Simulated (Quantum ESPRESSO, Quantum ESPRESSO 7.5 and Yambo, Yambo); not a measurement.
**P (puckered monolayer): G0W0 with Yambo, start to end**

How does a plane-wave GW calculation on P (puckered monolayer) run from the first input to the gap?

Calculated with Quantum ESPRESSO 7.5 and Yambo 5.3.0; PBE and many-body steps on it, plane waves.

**What was measured.**

- Gap 1.7 eV: optical gap from reflectance; reflectance microscopy; 77 K; monolayer (“High Yield Growth and Doping of Black Phosphorus with Tunable Electronic Properties”, 2020, arxiv:2007.09381).

- Gap 1.75 ± 0.04 eV: optical gap, 1L, PL exciton peak; photoluminescence; 263 K; monolayer (mechanically exfoliated monolayer on 275 nm SiO2/Si, nitrogen flow) on SiO2/Si (“Optical Tuning of Exciton and Trion Emissions in Monolayer Phosphorene”, 2015, arxiv:1504.06386).

- Gap 2.2 eV: quasiparticle gap; monolayer (quoted in “Experimental evidence of monolayer arsenene: An exotic two-dimensional semiconducting material”, 2018, arxiv:1812.05978).

- Gap 1 eV: monolayer transport gap from transistor characteristics; field-effect transistor transfer characteristics; monolayer (quoted in “Exceptional and Anisotropic Transport Properties of Photocarriers in Black Phosphorus”, 2015, arxiv:1503.08525).

- Gap 1.67 eV: optical gap from PL emission peak, 1 layer; photoluminescence; monolayer (exfoliated monolayer) (“Infrared fingerprints of few-layer black phosphorus”, 2017, pmc:5227111).

This is a selection; 2 further reports are not listed.

Most raw output is cut from this account.

**1. Set-up**

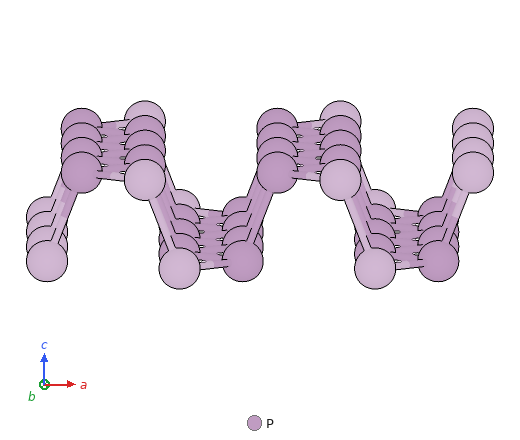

The cell as given, nearly edge on (phosphorus pink). 2×3×1 cells are drawn. Some periodic images of atoms are drawn too.

The cell holds 4 atoms: 4 P. Cell: a = 4.627 Å, b = 3.304 Å, c = 14.000 Å, α = 90.0°, β = 90.0°, γ = 90.0°. Vacuum lies along c.

The structure was relaxed with PBE. The runs that relaxed it are not among those shown.

**2. Ground state**

This step: Quantum ESPRESSO 7.5; DFT, PBE, plane waves, norm-conserving pseudopotentials.

The ground-state density comes first.

pw.in

```
&control
  calculation = 'scf'
  prefix = 'x'
  outdir = 'o'
  pseudo_dir = 'pseudo'
/
&system
  ibrav = 0
  nat = 4
  ntyp = 1
  ecutwfc = 36.0
  nbnd = 16
  force_symmorphic = .true.
/
&electrons
  conv_thr = 1e-10
  electron_maxstep = 80
  mixing_beta = 0.5
/
ATOMIC_SPECIES
  P 30.974 P.upf
CELL_PARAMETERS angstrom
  4.6271599390 0.0000000000 0.0000000000
  0.0000000000 3.3043513630 0.0000000000
  0.0000000000 0.0000000000 14.0000000000
ATOMIC_POSITIONS crystal
  P 0.0887696182 0.0000000000 0.5752654040
  P 0.4112303818 0.5000000000 0.5752654040
  P 0.5887696182 0.5000000000 0.4247346300
  P 0.9112303818 0.0000000000 0.4247346300
K_POINTS automatic
  8 10 1 0 0 0
```

The run is started by

```console
$ OMP_NUM_THREADS=1 mpirun -n 8 pw.x -nk 8 -in pw.in > pw.out
```

Wall time 5.8 s (8 MPI ranks of Intel Xeon 6975P-C (Granite Rapids), shared host); peak memory 0.6 GiB; 43 s of CPU time.

Numbers from this step:

```
total energy               : -753.6752 eV
gap                        : 0.9076 eV
k of the valence top       : 0, 0, 0
k of the conduction bottom : 0, 0, 0
least direct gap           : 0.9076 eV
```

The gap is direct, at Γ.

**3. Bands along the symmetry lines**

Levels along a band path, at the cheap level, show where the edges lie and whether the meshes to come will hold them.

pw.in

```
&control
  calculation = 'bands'
  prefix = 'x'
  outdir = 'o'
  pseudo_dir = 'pseudo'
/
&system
  ibrav = 0
  nat = 4
  ntyp = 1
  ecutwfc = 36.0
  nbnd = 16
  force_symmorphic = .true.
/
&electrons
  conv_thr = 1e-9
  electron_maxstep = 80
  diago_full_acc = .true.
  diago_thr_init = 5e-6
/
ATOMIC_SPECIES
  P 30.974 P.upf
CELL_PARAMETERS angstrom
  4.6271599390 0.0000000000 0.0000000000
  0.0000000000 3.3043513630 0.0000000000
  0.0000000000 0.0000000000 14.0000000000
ATOMIC_POSITIONS crystal
  P 0.0887696182 0.0000000000 0.5752654040
  P 0.4112303818 0.5000000000 0.5752654040
  P 0.5887696182 0.5000000000 0.4247346300
  P 0.9112303818 0.0000000000 0.4247346300
K_POINTS crystal
  33
  0.00000000 0.00000000 0.00000000 1
  0.06250000 0.00000000 0.00000000 1
  0.12500000 0.00000000 0.00000000 1
  0.18750000 0.00000000 0.00000000 1
  0.25000000 0.00000000 0.00000000 1
  0.31250000 0.00000000 0.00000000 1
  0.37500000 0.00000000 0.00000000 1
  0.43750000 0.00000000 0.00000000 1
  0.50000000 0.00000000 0.00000000 1
  0.50000000 0.06250000 0.00000000 1
  0.50000000 0.12500000 0.00000000 1
  0.50000000 0.18750000 0.00000000 1
  0.50000000 0.25000000 0.00000000 1
  0.50000000 0.31250000 0.00000000 1
  0.50000000 0.37500000 0.00000000 1
  0.50000000 0.43750000 0.00000000 1
  0.50000000 0.50000000 0.00000000 1
  0.43750000 0.50000000 0.00000000 1
  0.37500000 0.50000000 0.00000000 1
  0.31250000 0.50000000 0.00000000 1
  0.25000000 0.50000000 0.00000000 1
  0.18750000 0.50000000 0.00000000 1
  0.12500000 0.50000000 0.00000000 1
  0.06250000 0.50000000 0.00000000 1
  0.00000000 0.50000000 0.00000000 1
  0.00000000 0.43750000 0.00000000 1
  0.00000000 0.37500000 0.00000000 1
  0.00000000 0.31250000 0.00000000 1
  0.00000000 0.25000000 0.00000000 1
  0.00000000 0.18750000 0.00000000 1
  0.00000000 0.12500000 0.00000000 1
  0.00000000 0.06250000 0.00000000 1
  0.00000000 0.00000000 0.00000000 1
```

It took 2.9 s on 8 MPI ranks; peak memory 0.5 GiB; 21 s of CPU time.

This step gave:

```
gap                        : 0.9076 eV
k of the valence top       : 0, 0, 0
k of the conduction bottom : 0, 0, 0
least direct gap           : 0.9076 eV
```

The gap is 0.908 eV, as in the run before at this level.

The electronic bands at the labelled points (eV, zero at the top of the highest filled band):

| point | band 7 | band 8 | band 9 | band 10 | band 11 | band 12 | band 13 | band 14 |
| --- | --- | --- | --- | --- | --- | --- | --- | --- |
| Γ | -3.30 | -1.73 | -1.64 | 0.00 | 0.91 | 1.64 | 2.65 | 3.29 |
| X | -2.51 | -2.51 | -1.26 | -1.26 | 2.08 | 2.08 | 3.63 | 3.63 |
| S | -4.55 | -4.55 | -1.10 | -1.10 | 2.39 | 2.39 | 3.80 | 3.80 |
| Y | -2.69 | -2.69 | -1.93 | -1.93 | 1.23 | 1.23 | 2.17 | 2.17 |
| Γ | -3.30 | -1.73 | -1.64 | 0.00 | 0.91 | 1.64 | 2.65 | 3.29 |

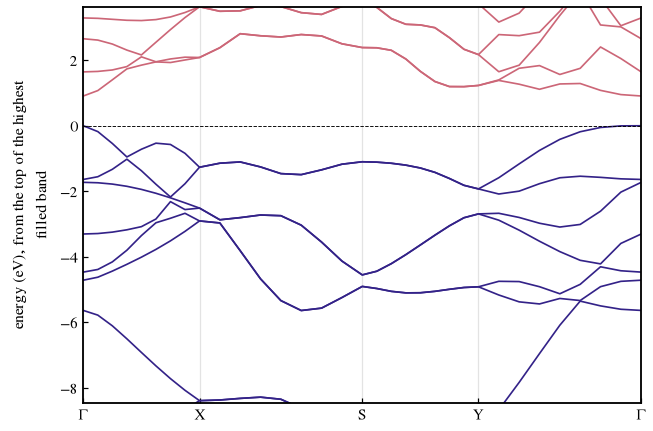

Electronic bands along the path; lines of filled and empty bands in two colours.

**4. Empty states on the mesh, 4×6×1 mesh, 70 bands**

The sums over transitions need many empty states on a uniform mesh; this step solves for them.

pw.in

```
&control
  calculation = 'nscf'
  prefix = 'x'
  outdir = 'o'
  pseudo_dir = 'pseudo'
/
&system
  ibrav = 0
  nat = 4
  ntyp = 1
  ecutwfc = 36.0
  nbnd = 70
  force_symmorphic = .true.
/
&electrons
  conv_thr = 1e-9
  electron_maxstep = 80
  diago_full_acc = .true.
  diago_thr_init = 5e-6
/
ATOMIC_SPECIES
  P 30.974 P.upf
CELL_PARAMETERS angstrom
  4.6271599390 0.0000000000 0.0000000000
  0.0000000000 3.3043513630 0.0000000000
  0.0000000000 0.0000000000 14.0000000000
ATOMIC_POSITIONS crystal
  P 0.0887696182 0.0000000000 0.5752654040
  P 0.4112303818 0.5000000000 0.5752654040
  P 0.5887696182 0.5000000000 0.4247346300
  P 0.9112303818 0.0000000000 0.4247346300
K_POINTS automatic
  4 6 1 0 0 0
```

The run is started by

```console
$ OMP_NUM_THREADS=1 mpirun -n 8 pw.x -nk 4 -in pw.in > pw.out
```

Wall time 4.5 s (8 MPI ranks); peak memory 0.55 GiB.

This step gave:

| Quantity | Value |
| --- | --- |
| gap | 0.9076 eV |
| k of the valence top | 0, 0, 0 |
| k of the conduction bottom | 0, 0, 0 |
| least direct gap | 0.9076 eV |
| k points computed | 12 |
| lowest point of the top converged band, above the valence top | 22.67 eV |

On this mesh the gap is 0.908 eV.

**5. Conversion and set-up**

This step: Yambo 5.3.0; conversion and set-up on PBE, plane waves, norm-conserving pseudopotentials.

The states are converted to the many-body program's format and the q mesh is built.

The run is started by

```console
$ (cd o/x.save; p2y > p2y.log; mv SAVE ../..); yambo > setup.log
```

Run time: 2.6 s. Hardware: 1 MPI rank; peak memory 0.24 GiB.

**6. Screening and self-energy, 4×6×1 mesh, 70 bands, screening to 88.4 eV**

G0W0 replaces the xc potential by the self-energy, built once from these orbitals. Only a window of levels is corrected, while the sums run over the empty bands that the input names.

This step: G0W0 on PBE, plane waves, norm-conserving pseudopotentials.

gw1.in

```
HF_and_locXC
gw0
dyson
ppa
em1d
rim_cut
rim_w
RandQpts= 3000000
RandGvec= 100 RL
CUTGeo= "slab z"
RandGvecW= 9 RL
EXXRLvcs= 36 Ry
VXCRLvcs= 144 Ry
Chimod= "HARTREE"
% BndsRnXp
 1 | 70 |
%
NGsBlkXp= 6.5 Ry
% LongDrXp
 1 | 1 | 0 |
%
% GbndRnge
 1 | 70 |
%
DysSolver= "n"
ExtendOut
PPAPntXp= 27.21138 eV
% QPkrange
 1 | 1 | 9 | 12 |
%
```

The run is started by

```console
$ OMP_NUM_THREADS=2 mpirun -n 4 yambo -F gw1.in -J gw1 -C gw1 > gw1.log
```

Elapsed: 29 s, on 4 MPI ranks; peak memory 2.2 GiB; 2.9 min of CPU time.

Numbers from this step:

```
G0W0 gap on the points computed              : 1.954 eV
starting gap on the mesh                     : 0.9076 eV
k of the valence top                         : 0, 0, 0
k of the conduction bottom                   : 0, 0, 0
least direct G0W0 gap on the computed points : 1.954 eV
Z at the valence top                         : 0.7214
Z at the conduction bottom                   : 0.7298
```

The gap on the mesh goes from 0.91 eV to 1.95 eV, a correction of +1.05 eV.

Limits: finite bands, cutoff and mesh. v1 is the top filled band, c1 the lowest empty one. The levels before and after the correction (eV, zero at the valence-band top of each column):

|  | conduction bottom | valence top |
| --- | --- | --- |
| Kohn-Sham | 0.91 | 0.00 |
| G0W0 | 1.95 | 0.00 |

|  | level | energy (eV) |
| --- | --- | --- |
| Kohn-Sham | Γ v2 | -1.638 |
| Kohn-Sham | Γ v1 | 0.000 |
| Kohn-Sham | Γ c1 | 0.908 |
| Kohn-Sham | Γ c2 | 1.643 |
| G0W0 | Γ v2 | -1.865 |
| G0W0 | Γ v1 | 0.000 |
| G0W0 | Γ c1 | 1.954 |
| G0W0 | Γ c2 | 2.920 |

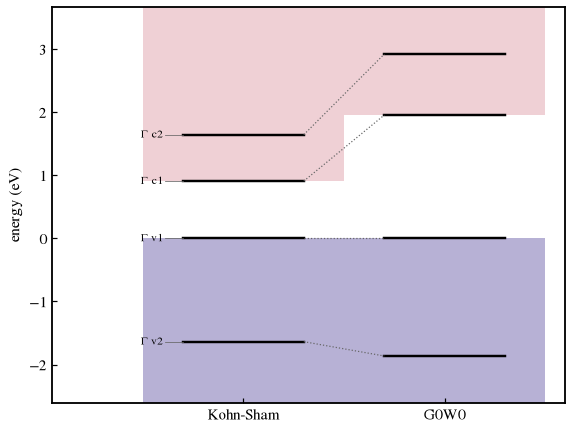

Levels before and after the correction. Shaded: valence and conduction bands.

**7. Where the time went**

Times are wall times on the hardware named with each run, good to a factor of about two.

| step | time | share | memory (GiB) |
| --- | --- | --- | --- |
| ground state | 5.8 s | 13 % | 0.6 |
| bands along the symmetry lines | 2.9 s | 6 % | 0.5 |
| empty states on the mesh | 4.5 s | 10 % | 0.55 |
| conversion and set-up | 2.6 s | 6 % | 0.24 |
| screening and self-energy | 29 s | 65 % | 2.2 |

**8. Results**

- PBE gap: 0.91 eV, direct
- G0W0 gap on the mesh: 1.95 eV
- GW settings: 4×6×1 mesh, 70 bands, screening to 88.4 eV, Godby-Needs plasmon pole
- known limits: not at the basis limit

G0W0 moves the gap on the mesh from 0.91 eV to 1.95 eV (+1.05 eV), with Z of 0.72 and 0.73 at the edges. Only 1 of the mesh's irreducible points was corrected, so a valley elsewhere could overtake. The dearest step here is «screening and self-energy». Against experiment, by G0W0@PBE: the direct gap of 1.95 eV lies +0.25 eV from the measured 1.7 eV (exciton, 77 K, 2020); the direct gap of 1.95 eV lies +0.20 eV from the measured 1.75 ± 0.04 eV (exciton, 263 K, on SiO2/Si, 2015); the gap of 1.95 eV lies −0.25 eV from the measured 2.2 eV (electronic, quoted 2018); the gap of 1.95 eV lies +0.95 eV from the measured 1 eV (transport, quoted 2015); the direct gap of 1.95 eV lies +0.28 eV from the measured 1.67 eV (exciton, 2017). An exciton line or allowed optical edge lies below the quasiparticle gap by the binding energy; a forbidden edge can push the onset above it. The computed sheet is free-standing; a substrate or cover screens it further and lowers both gap and binding, while the exciton line moves little. The calculation has static nuclei and no excitons; a measured gap holds zero-point and thermal motion, which mostly lowers it. Bands and cutoff are finite, so the gap is not at the basis limit. The miss can reach some tenths of an eV and take either sign; the mesh is an error of its own. In the G0W0 run levels were corrected at 1 k point alone, so a gap called «on the mesh» is the least over those, and an edge elsewhere would be missed.

[Paths, hosts, dates, memory and timing lines, banners, echoed tables and standing remarks are left out of the program output.]

[Logs are printed without paths, hosts, clocks, repeated set-up lines and the standing remarks that a program may print on its own settings, such as how far it seeks lower states.]

[Runs of the session that timed out or met a known fault of the program may be left out.]

[Hosts, paths, dates, database ids (printed as entryN), source tags and the programs' standing remarks are cut or masked in the printed files.]
